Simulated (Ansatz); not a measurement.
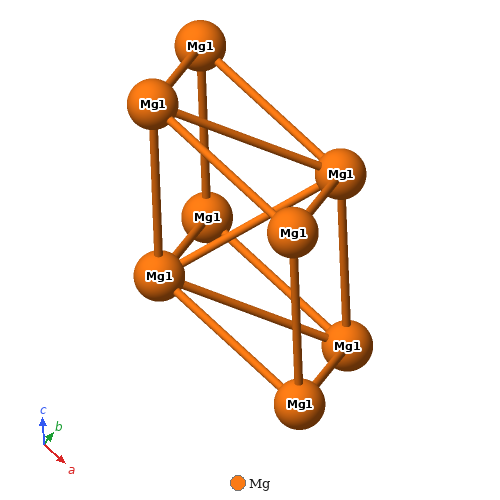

The system is Mg (I4/mmm, No. 139; 1 atom in the cell); the picture shows the reference structure. The energy is mapped over volume and the cell's shape. First axis: volume per atom. Second axis: c/a of the conventional cell. Nothing is relaxed (symmetry fixes all fractional coordinates). Grid: 7 × 7 points. Points are written as (first, second). All energies are given in meV/atom relative to the relaxed crystal. All numbers below come from DFT PBE, scalar-relativistic, plane waves, PAW in Ansatz 0.2.0. Settings: cutoff 520 eV, k-mesh 20×20×20, gaussian smearing 0.15 eV, no spin polarisation.

Its coordinates:

```xyz
1
Lattice="-1.8356 1.8356 1.7049 1.8356 -1.8356 1.7049 1.8356 1.8356 -1.7049" Properties=species:S:1:pos:R:3 pbc="T T T"
Mg    0.0000    0.0000    0.0000
```

The input of one point:

```yaml
crystal:
  lattice:
    - [-1.7275102127, 1.7275102127, 1.924791879]
    - [1.7275102127, -1.7275102127, 1.924791879]
    - [1.7275102127, 1.7275102127, -1.924791879]
  atoms:
    - { symbol: Mg, position: [0.0, 0.0, 0.0] }
basis:
  ecutwfc: 520.0
kpoints:
  mp_grid: { grid: [20, 20, 20] }
hamiltonian:
  xc: pbe
  pseudopotentials: { kind: paw }
scf:
  occupations: { method: gaussian, width: 0.15 }
output:
  forces: true
  stress: true
  eigenvalues: true
  write_density: true
  write_potential: true
  elf: true
  volumetric_format: npy
```

Range: volume per atom from 21.14 to 24.82 Å³; c/a of the conventional cell from 0.774 to 1.114.

Question: Predict the map.

Answer: The lowest grid point is at (22.98 Å³, 1.114), −1.9 meV/atom from the relaxed crystal. It lies at the edge of the scanned range, so the true minimum may lie outside. There is a further well near (22.98 Å³, 0.929) (1.9 meV/atom above the lowest at that grid point). The highest grid point, (21.14 Å³, 0.774), lies 69.3 meV/atom above the lowest.

```csv
"c/a of the conventional cell ↓, volume per atom →",21.14,21.75,22.36,22.98,23.59,24.20,24.82
1.114,16.7,6.0,0.0,−1.9,−0.2,4.6,12.2
1.049,18.1,7.7,1.9,0.3,2.2,7.2,14.9
0.987,17.4,7.1,1.5,0.0,2.1,7.2,15.1
0.929,18.5,7.8,1.8,0.0,1.7,6.6,14.3
0.874,23.9,12.4,5.6,3.0,4.1,8.4,15.4
0.823,36.6,23.6,15.4,11.5,11.3,14.4,20.3
0.774,67.3,51.5,40.7,34.3,31.9,32.8,36.8
```

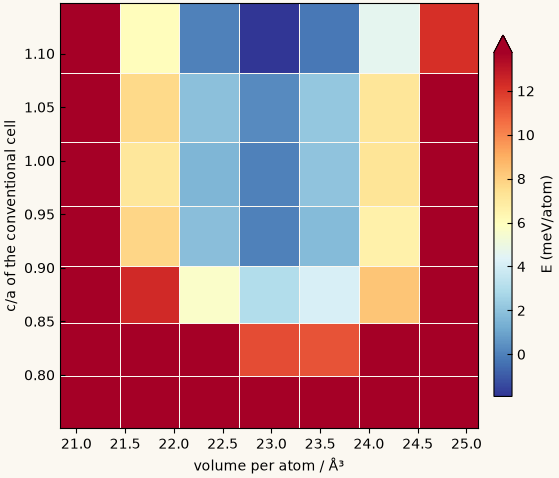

In the figure: one coloured cell a grid point, one colour for all values above the top of the scale.

The whole map (49 points run) took 12 min on 1 thread of Arm Neoverse N1 (shared host).
